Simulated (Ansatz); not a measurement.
```
Ti O
1.0
     4.80401    0.00000   -0.00166
     0.00000    4.86612    0.00000
    -0.86304    0.00000    4.96626
Ti O
4 8
Cartesian
  0.7140 2.1679 3.5481
  2.7954 4.6010 3.8996
  3.2269 2.6982 1.4165
  1.1456 0.2652 1.0650
  1.3127 3.6108 4.7836
  2.1968 1.1777 2.6642
  2.6283 1.2553 0.1810
  1.7442 3.6884 2.3004
  0.0011 1.5684 1.7492
  4.3714 4.0015 0.7323
  3.9399 3.2977 3.2154
  -0.4305 0.8647 4.2323
```

Space group P2₁/c; a structure from a database of computed crystals, not necessarily the ambient phase; computed without spin polarisation.

Computed with DFT r2SCAN, scalar-relativistic, plane waves, PAW in Ansatz 0.2.0.

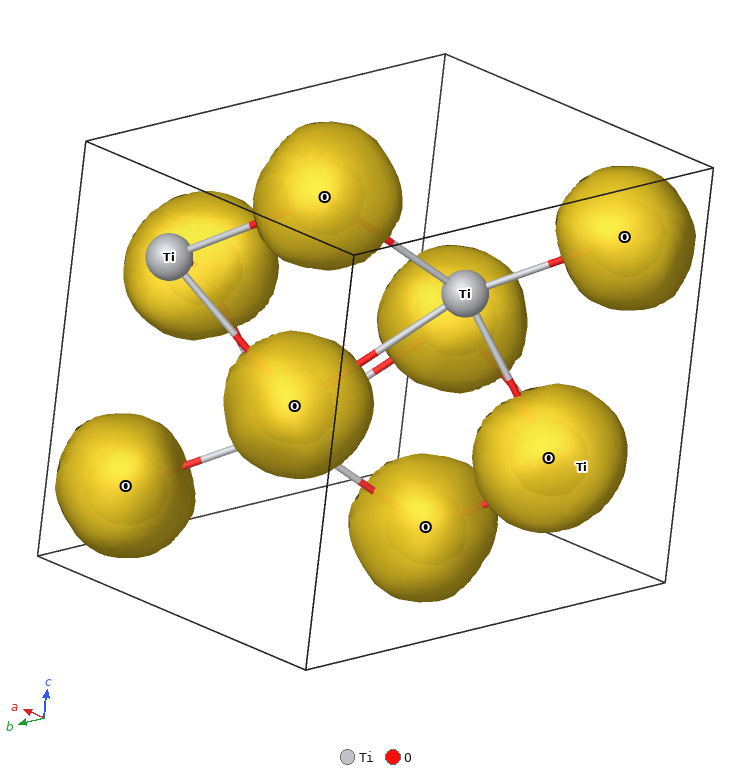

TiO₂. Isosurface of the electron localisation function at 0.75 (yellow), seen at an oblique angle. Core shells and regions of very low density are left out. Sticks mark near contacts.

In a PAW calculation such maps are meaningful between the atoms, not at the nuclei.

Describe the localisation domains.

The ELF exceeds this value in eight regions wrapped around O (the valence shell of each), counted in one cell of 12 atoms. Any copies at cell faces, edges or corners count once.

Values along the shortest contacts:
Ti–O (1.86 Å): the ELF peaks at about 0.80 in the valence shell of O, 0.6 Å from its nucleus, and is about 0.25 at the midpoint: no shared electron pair shows on this line. Ti–O (1.97 Å): the ELF peaks at about 0.85 in the valence shell of O, 0.6 Å from its nucleus, and is about 0.20 at the midpoint; no localised pair shows between them.
